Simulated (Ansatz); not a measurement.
Read the following structure.

```
CELL_PARAMETERS angstrom
3.47141 0.00000 0.00000
1.73405 3.02014 0.00000
0.00900 1.92704 8.84197
ATOMIC_POSITIONS crystal
Hg 0.50000 0.00000 0.50000
```

Q: Say what kind of structure these coordinates give.

A: The element is mercury. The cell holds one atom. Hg is linked to six Hg at 3.47 to 3.48 Å. The bonds build Hg layers parallel to (001).

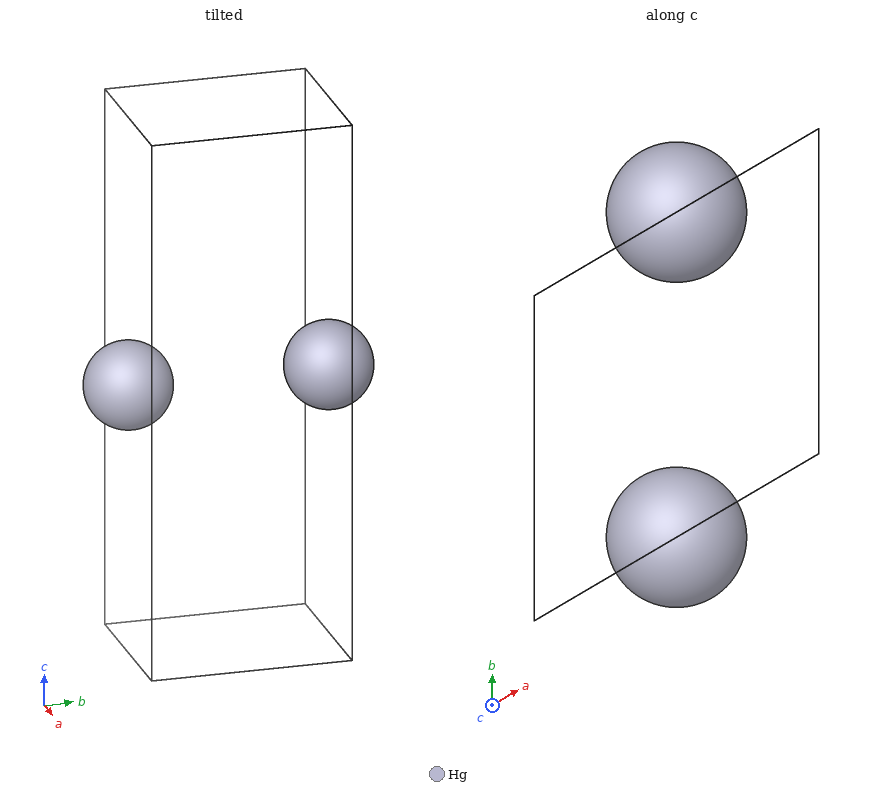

View slightly off an axis and along the c axis, drawn as a spheres-only model. The frame is the simulation cell; atoms at its boundary are shown with their periodic copies. Colours: mercury light grey.

Source of the structure: a structure listed in the Materials Project. Earlier steps of the study may have refined or changed the cell and positions. It went into a calculation with Ansatz.
